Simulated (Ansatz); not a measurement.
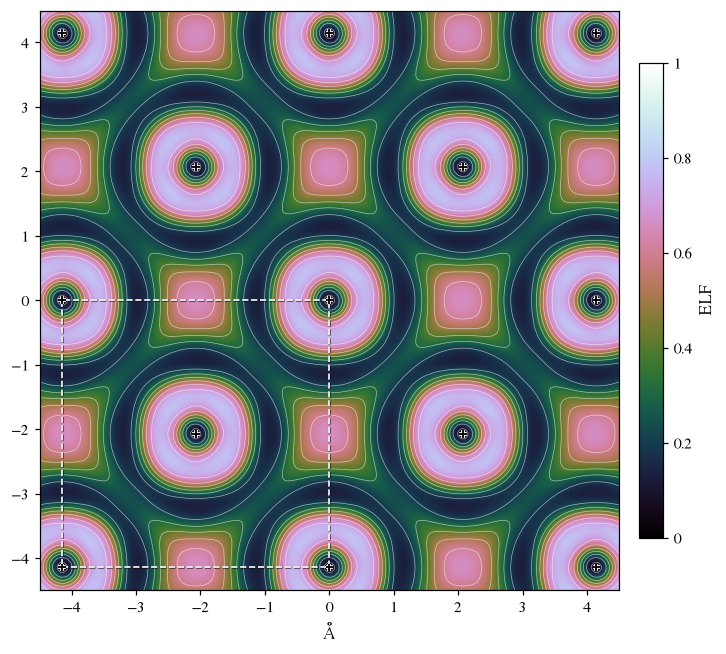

The ELF on a plane through atoms (crosses mark nuclei in the plane).

The calculation used Kohn-Sham DFT of a periodic cell, HSE06, Ansatz PAW in Ansatz 0.2.0.

Candidates:
A. Ti, a = 4.03 Å, b = 4.03 Å, c = 4.03 Å, α = 90.00°, β = 90.00°, γ = 90.00°. Space group Fm-3m; computed pressure about 7 GPa in this cell.
B. Nb, a = 4.14 Å, b = 4.14 Å, c = 4.14 Å, α = 90.00°, β = 90.00°, γ = 90.00°. Space group Fm-3m; computed pressure about 10 GPa in this cell.
C. Ta, a = 4.16 Å, b = 4.16 Å, c = 4.16 Å, α = 90.00°, β = 90.00°, γ = 90.00°. Space group Fm-3m; computed pressure about 7 GPa in this cell.

Which system is this?

Answer. Candidate B: Nb on the (001) plane of the conventional cell, which holds Nb. Nb–Nb (2.93 Å): the ELF is about 0.25 at the midpoint; no shared electron pair shows on this line.
